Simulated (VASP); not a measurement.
TiO2: geometry relaxation (part 2 of 4)

TiO2 (I4₁/amd, 6 atoms in the cell); Kohn-Sham DFT of a periodic cell, PBE, VASP PAW PBE potentials, soft, no spin polarisation (VASP 6.6.1); cutoff 300 eV, 5×5×5 k-mesh, Gaussian smearing of 0.03 eV. The structure derives from an entry of the Crystallography Open Database.

Geometry of the input (Å; fractional positions):
```
-1.8921  1.8921  4.7573
1.8921  -1.8921  4.7573
1.8921  1.8921  -4.7573
Ti 0.0000  0.0000  0.0000
Ti 0.7500  0.2500  0.5000
O  0.2081  0.2081  0.0000
O  0.9581  0.4581  0.5000
O  0.5419  0.0419  0.5000
O  0.7919  0.7919  0.0000
```

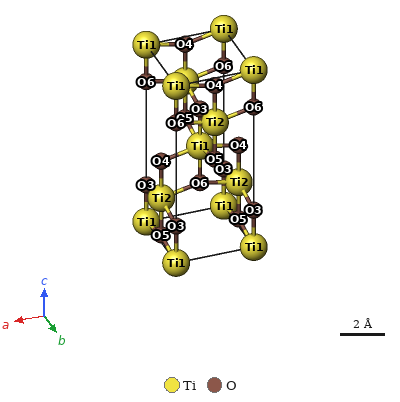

The starting structure (ball-and-stick view of the cell 2 times as large as that of the calculation, set on its symmetry axes, seen at an oblique angle; atoms are numbered from 1 in the order of the input).

Parts of OUTCAR, continued:
```
   k-points           NKPTS =     18   k-points in BZ     NKDIM =     18   number of bands    NBANDS=     28
   number of dos      NEDOS =    301   number of ions     NIONS =      6
   total plane-waves  NPLWV =  32768
   dimension x,y,z NGX =    32 NGY =   32 NGZ =   32
   dimension x,y,z NGXF=    64 NGYF=   64 NGZF=   64
   ions per type =               2   4
   NGX,Y,Z   is equivalent  to a cutoff of   9.75,  9.75,  9.75 a.u.
   NGXF,Y,Z  is equivalent  to a cutoff of  19.49, 19.49, 19.49 a.u.
 SYSTEM =  unknown system
   PREC   = accura    normal or accurate (medium, high low for compatibility)
   ISTART =      0    job   : 0-new  1-cont  2-samecut
   ICHARG =      2    charge: 1-file 2-atom 10-const
   ISPIN  =      1    spin polarized calculation?
   LNONCOLLINEAR =      F non collinear calculations
   LSORBIT =      F    spin-orbit coupling
   LASPH  =      T    aspherical Exc in radial PAW
   ENCUT  =  300.0 eV  22.05 Ry    4.70 a.u.   7.71  7.71  7.71*2*pi/ulx,y,z
   NELM   =     80;   NELMIN=  2; NELMDL= -5     # of ELM steps
   EDIFF  = 0.1E-05   stopping-criterion for ELM
   LREAL  =      F    real-space projection
   EDIFFG = -.1E-01   stopping-criterion for IOM
   NSW    =     90    number of steps for IOM
   IBRION =      2    ionic relax: 0-MD 1-quasi-New 2-CG
   NFREE  =      1    steps in history (QN), initial steepest desc. (CG)
   ISIF   =      3    stress and relaxation
   ISYM   =      2    0-nonsym 1-usesym 2-fastsym
   POTIM  = 0.5000    time-step for ionic-motion
   TEBEG  =    0.0;   TEEND  =   0.0 temperature during run
   PSTRESS=    0.0 pullay stress
   NELECT =      48.0000    total number of electrons
   NUPDOWN=      -1.0000    fix difference up-down
   EMIN   =  10.00;   EMAX   =-10.00  energy-range for DOS
   EFERMI =   0.00;   METHOD = LEGACY
   ISMEAR =     0;   SIGMA  =   0.03  broadening in eV -4-tet -1-fermi 0-gaus
   EFERMI_NEDOS =   21; number of points for ismear=-14 and -15
   IALGO  =     38    algorithm
   IMIX   =      4    mixing-type and parameters
     AMIX     =   0.40;   BMIX     =  1.00
     AMIX_MAG =   1.60;   BMIX_MAG =  1.00
  volume/ion in A,a.u.               =      11.35        76.62
  Fermi-wavevector in a.u.,A,eV,Ry     =   1.456752  2.752862 28.873289  2.122127
  Thomas-Fermi vector in A             =   2.573634
   LORBIT       =      0    0 simple, 1 ext, 2 COOP (PROOUT), +10 PAW based schemes
   GGA     = PE    functional components
   LHFCALC =     F    Hartree Fock is set to
   AEXX    =    0.0000 exact exchange contribution
   IVDW    =     0    specifies the selected vdW correction
   LEPSILON=     F    determine dielectric tensor
   LRPA    =     F    only Hartree local field effects (RPA)
 conjugate gradient relaxation of ions
 non-spin polarized calculation
 Gauss-broadening in eV      SIGMA  =   0.03
  energy-cutoff  :      300.00
  volume of cell :       68.13
 maximum number of plane-waves:       826
   NGX = 15   NGY = 15   NGZ = 15

--------------------------------------- Ionic step        1  -------------------------------------------

 number of electron      48.0000010 magnetization

 Free energy of the ion-electron system (eV)
  ---------------------------------------------------
  ext. energy  EPLUGINS =         0.00000000
  ---------------------------------------------------
  free energy    TOTEN  =       -53.77043241 eV

  energy without entropy =      -53.77043241  energy(sigma->0) =      -53.77043241

------------------------ aborting loop because EDIFF is reached ----------------------------------------

  FORCE on cell =-STRESS in cart. coord.  units (eV):
  Direction    XX          YY          ZZ          XY          YZ          ZX
  --------------------------------------------------------------------------------------
  -------------------------------------------------------------------------------------
  Total        1.8417324      1.8417324      2.5501138      0.0000000      0.0000000      0.0000000
  in kB       43.3140105     43.3140105     59.9737817      0.0000000      0.0000000      0.0000000
  external PRESSURE =      48.8672676 kB  Pullay stress =       0.0000000 kB

 VOLUME and BASIS-vectors are now :
 -----------------------------------------------------------------------------
  energy-cutoff  :      300.00
  volume of cell :       68.13
      direct lattice vectors                 reciprocal lattice vectors
    -1.892100000  1.892100000  4.757300000     0.000000000  0.264256646  0.105101633
     1.892100000 -1.892100000  4.757300000     0.264256646  0.000000000  0.105101633
     1.892100000  1.892100000 -4.757300000     0.264256646  0.264256646  0.000000000

 POSITION                                       TOTAL-FORCE (eV/Angst)
 -----------------------------------------------------------------------------------
      0.00000      0.00000      0.00000        -0.000000     -0.000000      0.000000
      0.00000      1.89210      2.37865        -0.000000     -0.000000      0.000000
      0.00000      0.00000      1.97999         0.000000     -0.000000      0.137857
      0.00000      1.89210      4.35864        -0.000000      0.000000      0.137857
      0.00000      1.89210      0.39866        -0.000000      0.000000     -0.137857
      0.00000      0.00000      7.53461         0.000000     -0.000000     -0.137857
 -----------------------------------------------------------------------------------
    total drift:                                0.000000     -0.000000      0.000000

  FREE ENERGIE OF THE ION-ELECTRON SYSTEM (eV)
  ---------------------------------------------------
  free  energy   TOTEN  =       -53.7704324109 eV

  energy  without entropy=      -53.7704324109  energy(sigma->0) =      -53.77043241

--------------------------------------- Ionic step        2  -------------------------------------------

 number of electron      47.9999987 magnetization

------------------------ aborting loop because EDIFF is reached ----------------------------------------

  FORCE on cell =-STRESS in cart. coord.  units (eV):
  Direction    XX          YY          ZZ          XY          YZ          ZX
  --------------------------------------------------------------------------------------
  -------------------------------------------------------------------------------------
  Total       -2.9105641     -2.9105641     -3.5073319      0.0000000      0.0000000      0.0000000
  in kB      -65.1322768    -65.1322768    -78.4866791      0.0000000      0.0000000      0.0000000
  external PRESSURE =     -69.5837442 kB  Pullay stress =       0.0000000 kB

 VOLUME and BASIS-vectors are now :
 -----------------------------------------------------------------------------
  energy-cutoff  :      300.00
  volume of cell :       71.60
      direct lattice vectors                 reciprocal lattice vectors
    -1.920118865  1.920118865  4.854843882     0.000000000  0.260400546  0.102989923
     1.920118865 -1.920118865  4.854843882     0.260400546  0.000000000  0.102989923
     1.920118865  1.920118865 -4.854843882     0.260400546  0.260400546  0.000000000

 POSITION                                       TOTAL-FORCE (eV/Angst)
 -----------------------------------------------------------------------------------
      1.92012      1.92012     -4.85484         0.000000      0.000000      0.000000
      0.00000      1.92012      2.42742         0.000000      0.000000      0.000000
      0.00000      0.00000      2.02737         0.000000     -0.000000     -0.297398
     -0.00000      1.92012      4.45479        -0.000000      0.000000     -0.297398
      0.00000      1.92012      0.40005        -0.000000      0.000000      0.297398
      1.92012      1.92012      2.82747         0.000000     -0.000000      0.297398
 -----------------------------------------------------------------------------------
    total drift:                               -0.000000     -0.000000      0.000000

  FREE ENERGIE OF THE ION-ELECTRON SYSTEM (eV)
  ---------------------------------------------------
  free  energy   TOTEN  =       -53.7410328874 eV

  energy  without entropy=      -53.7410328874  energy(sigma->0) =      -53.74103289

--------------------------------------- Ionic step        3  -------------------------------------------

 number of electron      47.9999995 magnetization

------------------------ aborting loop because EDIFF is reached ----------------------------------------

  FORCE on cell =-STRESS in cart. coord.  units (eV):
  Direction    XX          YY          ZZ          XY          YZ          ZX
  --------------------------------------------------------------------------------------
  -------------------------------------------------------------------------------------
  Total       -0.0980691     -0.0980691      0.0299222      0.0000000      0.0000000      0.0000000
  in kB       -2.2617697     -2.2617697      0.6900968      0.0000000      0.0000000      0.0000000
  external PRESSURE =      -1.2778142 kB  Pullay stress =       0.0000000 kB

 VOLUME and BASIS-vectors are now :
 -----------------------------------------------------------------------------
  energy-cutoff  :      300.00
  volume of cell :       69.47
      direct lattice vectors                 reciprocal lattice vectors
    -1.903059449  1.903059449  4.795453836     0.000000000  0.262734830  0.104265418
     1.903059449 -1.903059449  4.795453836     0.262734830  0.000000000  0.104265418
     1.903059449  1.903059449 -4.795453836     0.262734830  0.262734830  0.000000000

 POSITION                                       TOTAL-FORCE (eV/Angst)
 -----------------------------------------------------------------------------------
     -0.00000      0.00000      0.00000        -0.000000     -0.000000     -0.000000
      0.00000      1.90306      2.39773        -0.000000     -0.000000     -0.000000
      0.00000      0.00000      1.99857         0.000000     -0.000000     -0.047840
      0.00000      1.90306      4.39630        -0.000000      0.000000     -0.047840
      0.00000      1.90306      0.39915        -0.000000      0.000000      0.047840
      0.00000      0.00000      7.59234         0.000000     -0.000000      0.047840
 -----------------------------------------------------------------------------------
    total drift:                                0.000000      0.000000     -0.000000

  FREE ENERGIE OF THE ION-ELECTRON SYSTEM (eV)
  ---------------------------------------------------
  free  energy   TOTEN  =       -53.7916373952 eV

  energy  without entropy=      -53.7916373952  energy(sigma->0) =      -53.79163740

--------------------------------------- Ionic step        4  -------------------------------------------

 number of electron      47.9999996 magnetization

------------------------ aborting loop because EDIFF is reached ----------------------------------------

  FORCE on cell =-STRESS in cart. coord.  units (eV):
  Direction    XX          YY          ZZ          XY          YZ          ZX
  --------------------------------------------------------------------------------------
  -------------------------------------------------------------------------------------
  Total       -0.0163982     -0.0163982      0.1277684      0.0000000     -0.0000000      0.0000000
  in kB       -0.3784231     -0.3784231      2.9485186      0.0000000     -0.0000000      0.0000000
  external PRESSURE =       0.7305575 kB  Pullay stress =       0.0000000 kB

 VOLUME and BASIS-vectors are now :
 -----------------------------------------------------------------------------
  energy-cutoff  :      300.00
  volume of cell :       69.43
      direct lattice vectors                 reciprocal lattice vectors
    -1.902717053  1.902717053  4.794261832     0.000000000  0.262782109  0.104291342
     1.902717053 -1.902717053  4.794261832     0.262782109  0.000000000  0.104291342
     1.902717053  1.902717053 -4.794261832     0.262782109  0.262782109  0.000000000

 POSITION                                       TOTAL-FORCE (eV/Angst)
 -----------------------------------------------------------------------------------
      0.00000      0.00000      0.00000         0.000000      0.000000      0.000000
      0.00000      1.90272      2.39713         0.000000      0.000000      0.000000
      0.00000      0.00000      1.99799         0.000000     -0.000000     -0.042383
      0.00000      1.90272      4.39512        -0.000000      0.000000     -0.042383
     -0.00000      1.90272      0.39914        -0.000000      0.000000      0.042383
      0.00000      0.00000      7.59053         0.000000     -0.000000      0.042383
 -----------------------------------------------------------------------------------
    total drift:                               -0.000000     -0.000000      0.000000

  FREE ENERGIE OF THE ION-ELECTRON SYSTEM (eV)
  ---------------------------------------------------
  free  energy   TOTEN  =       -53.7916280152 eV

  energy  without entropy=      -53.7916280152  energy(sigma->0) =      -53.79162802

--------------------------------------- Ionic step        5  -------------------------------------------

 number of electron      47.9999996 magnetization

------------------------ aborting loop because EDIFF is reached ----------------------------------------

  FORCE on cell =-STRESS in cart. coord.  units (eV):
  Direction    XX          YY          ZZ          XY          YZ          ZX
  --------------------------------------------------------------------------------------
  -------------------------------------------------------------------------------------
  Total       -0.0013579     -0.0013579      0.1640266      0.0000000      0.0000000      0.0000000
  in kB       -0.0313218     -0.0313218      3.7835100      0.0000000      0.0000000      0.0000000
  external PRESSURE =       1.2402888 kB  Pullay stress =       0.0000000 kB

 VOLUME and BASIS-vectors are now :
 -----------------------------------------------------------------------------
  energy-cutoff  :      300.00
  volume of cell :       69.46
      direct lattice vectors                 reciprocal lattice vectors
    -1.902380236  1.902380236  4.798166692     0.000000000  0.262828635  0.104206467
     1.902380236 -1.902380236  4.798166692     0.262828635  0.000000000  0.104206467
     1.902380236  1.902380236 -4.798166692     0.262828635  0.262828635  0.000000000

 POSITION                                       TOTAL-FORCE (eV/Angst)
 -----------------------------------------------------------------------------------
      0.00000      0.00000      0.00000        -0.000000     -0.000000      0.000000
      0.00000      1.90238      2.39908        -0.000000     -0.000000      0.000000
      0.00000      0.00000      1.99780         0.000000      0.000000     -0.030273
      0.00000      1.90238      4.39688        -0.000000     -0.000000     -0.030273
     -0.00000      1.90238      0.40128         0.000000      0.000000      0.030273
      0.00000      0.00000      7.59853         0.000000      0.000000      0.030273
 -----------------------------------------------------------------------------------
    total drift:                               -0.000000     -0.000000      0.000000

  FREE ENERGIE OF THE ION-ELECTRON SYSTEM (eV)
  ---------------------------------------------------
  free  energy   TOTEN  =       -53.7920235238 eV

  energy  without entropy=      -53.7920235238  energy(sigma->0) =      -53.79202352

--------------------------------------- Ionic step        6  -------------------------------------------

 number of electron      47.9999997 magnetization

------------------------ aborting loop because EDIFF is reached ----------------------------------------
```
